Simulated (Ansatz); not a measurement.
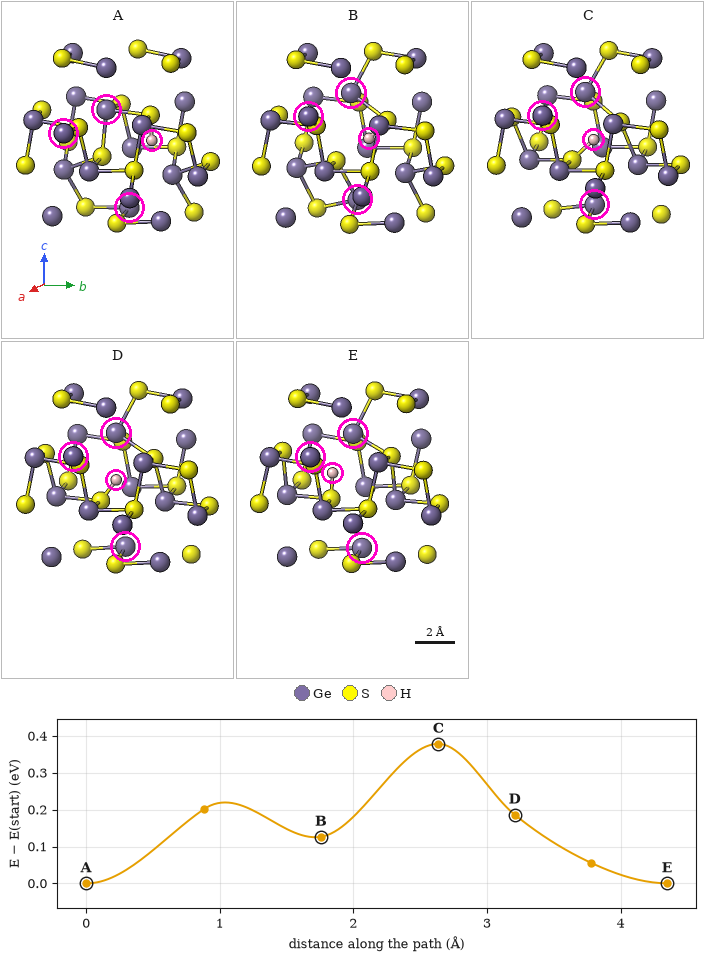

NEB run on a defect cell of composition Ge8HS8 (cell charge +1) (17 atoms in the cell). Images are numbered from 0 (start) to 6 (end). Frames A to E are images 0, 2, 3, 4, 6. The picture is a ball-and-stick view of the atoms within 5.6 Å of the middle of the path, seen slightly off an axis. The atoms that move most are ringed. Bonds to atoms that aren't drawn are left out.

The calculation used DFT PBE, scalar-relativistic, plane waves, PAW in Ansatz.

The input:
```yaml
crystal:
  lattice:
    - [0.0, 3.664820036, -4.458243987]
    - [0.0, 3.664820036, 4.458243987]
    - [10.7854107998, 0.0, 0.0]
  atoms:
    - { symbol: Ge, position: [0.9255945988, 0.3026990702, 0.8745579981] }
    - { symbol: Ge, position: [0.4471687882, 0.8241286158, 0.8745809399] }
    - { symbol: Ge, position: [0.0569547441, 0.6940306415, 0.1223056365] }
    - { symbol: Ge, position: [0.5067724379, 0.2440333573, 0.0556004961] }
    - { symbol: Ge, position: [0.9430452559, 0.8066540186, 0.6254420019] }
    - { symbol: Ge, position: [0.4479711976, 0.3016571854, 0.6278174874] }
    - { symbol: Ge, position: [0.0949976343, 0.1951579884, 0.3683857194] }
    - { symbol: Ge, position: [0.5553404726, 0.6553537407, 0.3683816005] }
    - { symbol: S, position: [0.8753605669, 0.3737671307, 0.6538631458] }
    - { symbol: S, position: [0.3758722851, 0.8742673577, 0.6539005814] }
    - { symbol: S, position: [0.1268281777, 0.6237027888, 0.3458485132] }
    - { symbol: S, position: [0.652195972, 0.0983976695, 0.3643822515] }
    - { symbol: S, position: [0.3628764511, 0.3869744559, 0.8561022148] }
    - { symbol: S, position: [0.8733587561, 0.8762972112, 0.8483615424] }
    - { symbol: S, position: [0.6234698507, 0.6417156299, 0.144203946] }
    - { symbol: S, position: [0.1092842278, 0.1275197982, 0.1441345664] }
    - { symbol: H, position: [0.6419076126, 0.1071728839, 0.2375388719] }
total_charge: 1
basis:
  ecutwfc: 420
  xc_grid: 2
kpoints:
  mp_grid: { grid: [3, 3, 2], shift: [0.0, 0.0, 0.5] }
hamiltonian:
  xc: pbe
scf:
  occupations: { method: gaussian, width: 0.02 }
output:
  forces: true
neb:
  images: 5
  f_tol: 0.05
  max_iterations: 70
  order_check: false
  final_atoms:
    - { symbol: Ge, position: [0.9433459814, 0.3069547441, 0.8745579981] }
    - { symbol: Ge, position: [0.4483428146, 0.8020288024, 0.8721825126] }
    - { symbol: Ge, position: [0.0946462593, 0.6946595274, 0.1316183995] }
    - { symbol: Ge, position: [0.5548420116, 0.1550023657, 0.1316142806] }
    - { symbol: Ge, position: [0.9258713842, 0.8028312118, 0.6254190601] }
    - { symbol: Ge, position: [0.4473009298, 0.3244054012, 0.6254420019] }
    - { symbol: Ge, position: [0.0559693585, 0.1930452559, 0.3776943635] }
    - { symbol: Ge, position: [0.5059666427, 0.7432275621, 0.4443995039] }
    - { symbol: S, position: [0.8737027888, 0.3766412439, 0.6516384576] }
    - { symbol: S, position: [0.3630255441, 0.8871235489, 0.6438977852] }
    - { symbol: S, position: [0.1082843701, 0.6265301493, 0.355796054] }
    - { symbol: S, position: [0.6224802018, 0.1407157722, 0.3558654336] }
    - { symbol: S, position: [0.3762328693, 0.3746394331, 0.8461368542] }
    - { symbol: S, position: [0.8757326423, 0.8741277149, 0.8460994186] }
    - { symbol: S, position: [0.6516023305, 0.597804028, 0.1356177485] }
    - { symbol: S, position: [0.1262972112, 0.1231718223, 0.1541514868] }
    - { symbol: H, position: [0.6428271161, -0.3919076126, 0.2624611281] }
```

Run as
```bash
ansatz run input.yaml --threads 4 --pin off --max-ram 10240MiB --backend cpu --events-out ev --progress --plain --runs-dir out
```

Describe the mechanism and the energy profile.

The path has more than one stage, and so few images may leave a stage unresolved. The H atom travels furthest, 2.89 Å from end to end, along −b, on a path that bends up to 0.26 Å away from the straight line. At the highest image its nearest neighbour (S) is 1.59 Å away, against 1.37 Å at the start, and the surrounding atoms stand up to 0.54 Å off the mean of their end positions. Breaking: H–S (1.37 → 3.26 Å). Forming: H–S (2.85 → 1.37 Å). The barrier is about 0.38 eV in both directions, with image 3 at the top; the ends have the same energy. The profile has 2 maxima (images 1, 3) with a dip at image 2 (+0.13 eV), so the process runs in steps. The band converged in 13 iterations. The largest component of the band force went from 1.7 to 0.031 eV/Å. The climbing image converged on the top of the path. Its curvatures weren't checked.

Limits of the set-up: the periodic images lie only 5.8 Å apart, so the values are limited by the cell's size; the cell is charged, on a uniform background, and energies carry no finite-size correction.

The run took 14 min on 4 threads of Arm Neoverse V1, on a shared host, peak memory 2.2 GiB.
